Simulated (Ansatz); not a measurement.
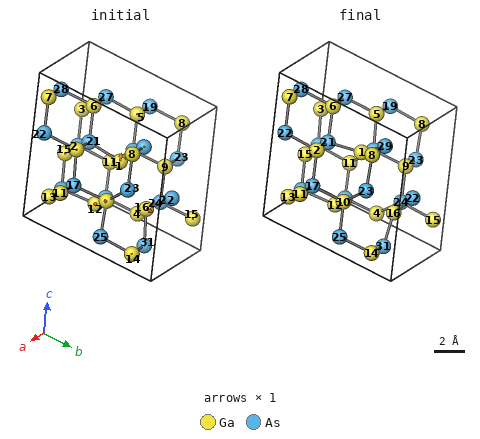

The structure of a defect cell of composition Ga16As15 (cell charge +1) before (left) and after (right) a relaxation, at one scale. The orange arrows give the displacements, at their true length.

The picture is a ball-and-stick view of the cell of the calculation (origin shifted), seen slightly off an axis.

Computed with DFT PBEsol, scalar-relativistic, plane waves, PAW (Ansatz 0.2.0).

The input:
```yaml
crystal:
  lattice:
    - [5.6578590329, 5.6578590329, -5.6578590329]
    - [-5.6578590329, -5.6578590329, -5.6578590329]
    - [-5.6578590329, 5.6578590329, 5.6578590329]
  atoms:
    - { symbol: Ga, position: [0.2445923076, 0.4941565992, 0.2212389047], spin: 0.5 }
    - { symbol: Ga, position: [0.4976856359, 0.248159152, 0.2467062426] }
    - { symbol: Ga, position: [0.7521000828, 0.0010125588, 0.2535553607] }
    - { symbol: Ga, position: [0.7499242545, 0.4995506585, 0.7523123087] }
    - { symbol: Ga, position: [0.0018527635, 0.4992001452, 0.4998966808] }
    - { symbol: Ga, position: [0.2502952282, 0.2529995991, 0.5006322365] }
    - { symbol: Ga, position: [0.5019383741, -0.0006136432, 0.4998265221] }
    - { symbol: Ga, position: [0.7494975964, 0.7521533232, 0.4988322318] }
    - { symbol: Ga, position: [0.9973050348, 0.7471570488, 0.2472872211] }
    - { symbol: Ga, position: [0.4675614973, 0.50414055, -0.001311624], spin: 0.5 }
    - { symbol: Ga, position: [0.747935479, 0.2521957186, -0.0003651584] }
    - { symbol: Ga, position: [0.0261349602, 0.2740216243, 0.7783036539], spin: 0.5 }
    - { symbol: Ga, position: [0.250677284, 1.0011096419, 0.7528419015] }
    - { symbol: Ga, position: [0.4983508966, 0.747281061, 0.7461320711] }
    - { symbol: Ga, position: [0.0015980557, -0.0016507092, -0.0003525423] }
    - { symbol: Ga, position: [0.2550115399, 0.7317570759, 0.0002137173], spin: 0.5 }
    - { symbol: As, position: [0.4961715774, 0.2568841004, -0.0002734405] }
    - { symbol: As, position: [0.7496989099, 0.0001118282, -0.0001782042] }
    - { symbol: As, position: [0.7497759734, 0.5001078934, 0.4999385612] }
    - { symbol: As, position: [0.0021255308, 0.4990615955, 0.2468798646] }
    - { symbol: As, position: [0.2493412012, 0.2515807272, 0.2469759326] }
    - { symbol: As, position: [0.4991044685, -0.0038584298, 0.2481173285] }
    - { symbol: As, position: [0.7433513393, 0.7461547777, 0.2454090352] }
    - { symbol: As, position: [0.0050067924, 0.7460374385, -0.0002058752] }
    - { symbol: As, position: [0.4977675444, 0.500446294, 0.7538853142] }
    - { symbol: As, position: [0.7555421778, 0.2520417554, 0.752738154] }
    - { symbol: As, position: [0.0038451057, 0.2535135953, 0.509446324] }
    - { symbol: As, position: [0.2496667372, -4.7232e-05, 0.4996738543] }
    - { symbol: As, position: [0.4944237879, 0.7441609515, 0.4903854002] }
    - { symbol: As, position: [0.0021334793, 0.0045093555, 0.752480059] }
    - { symbol: As, position: [0.2507509561, 0.7477518325, 0.7514799315] }
  host:
    lattice:
      - [0.0, 2.8289295164, 2.8289295164]
      - [2.8289295164, 0.0, 2.8289295164]
      - [2.8289295164, 2.8289295164, 0.0]
    atoms:
      - { symbol: Ga, position: [0.0, 0.0, 0.0] }
      - { symbol: As, position: [0.25, 0.25, 0.25] }
total_charge: 1
basis:
  ecutwfc: 420
  xc_grid: 2
kpoints:
  mp_grid: { grid: [2, 2, 2], shift: [0.5, 0.5, 0.5] }
hamiltonian:
  xc: pbesol
scf:
  occupations: { method: gaussian, width: 0.02 }
  lower_state_search: "off"
output:
  forces: true
  stress: false
  eigenvalues: true
  populations: true
  charged_corrections:
    defect_position: [0.25, 0.5, 0.0]
    epsilon: [[16.1865, 0.0, 0.0], [0.0, 16.1865, 0.0], [0.0, 0.0, 16.1865]]
magnetization:
  spin_polarized: true
relax:
  adjacent_minimum: "off"
  f_tol: 0.03
  max_steps: 40
```

Command:
```bash
ansatz run input.yaml --threads 8 --pin off --max-ram 16384MiB --backend cpu --events-out ev --progress --plain --runs-dir out
```

Q: Summarise the run.

A: Over 11 accepted moves (12 points after the start) the energy falls by 0.233 eV per cell of the calculation. Largest force component: 0.31 eV/Å at the start, 0.019 eV/Å at the end. The line search rejected the trial step at point 9 of the run. The forces were under the threshold at step 2, but the run went on from there. Ga1 moves most: 0.63 Å along +c. By element the largest moves are Ga 0.63 Å, As 0.20 Å. The cell stays as it was. Some distances before and after: Ga1–As29 2.518 → 2.413 Å, Ga10–As23 2.514 → 2.618 Å, Ga16–As24 2.499 → 2.413 Å, Ga1–As20 2.485 → 2.413 Å. Among the angles between lasting bonds that change: Ga1–As21–Ga6 114.3° → 97.7°, Ga13–As31–Ga16 113.0° → 97.7°, Ga1–As20–Ga5 114.5° → 99.5°. The program noted that the starting moments weren't kept.

Limits of the set-up: the cell is charged, on a uniform background, and energies carry no finite-size correction.
